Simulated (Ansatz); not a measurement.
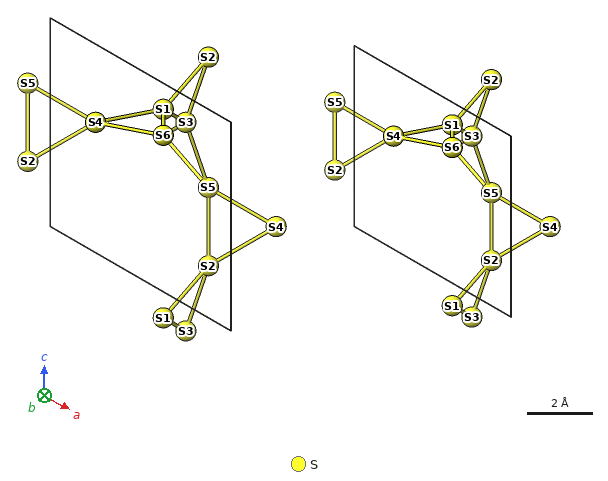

Two geometries of crystalline S (a generated structure, set up in I4_132) (coarse preliminary run), drawn at one scale. One is the start of a relaxation, the other its converged end. The picture is a ball-and-stick view of the cell of the calculation, seen along the b axis.

Method: Ansatz 0.2.0, DFT PBE, scalar-relativistic, plane waves, PAW. Set-up: plane-wave cutoff 420 eV; k-point mesh 4 × 4 × 4; occupations gaussian; smearing width 0.1 eV; no spin polarisation; cell and atoms relaxed; force threshold 0.04 eV/Å; at most 70 steps.

Which one is relaxed?

Answer. The left one is the relaxed one. The atoms keep their places relative to the cell (all moves are under 0.005 Å). The volume changes by +53.4 %, with a = b = c 5.940 → 6.850 Å (+15.3 %). Among the contacts that change: S1–S2 2.100 → 2.422 Å. The space group stays I4_132 (No. 214). Over 4 accepted moves (5 points after the start) the energy falls by 898 meV per atom. All forces vanish by symmetry, so only the cell relaxes. Pressure: 27.24 GPa at the start and 0.17 GPa at the end. At 1 point the geometry stayed and the basis and grid were re-selected for the new cell (energy shift of 7.5 meV per atom at most each time). The run took 38 s on 1 thread of Intel(R) Xeon(R) Processor @ 2.50GHz (Skylake/Cascade Lake) (shared host), peak memory 0.41 GiB.
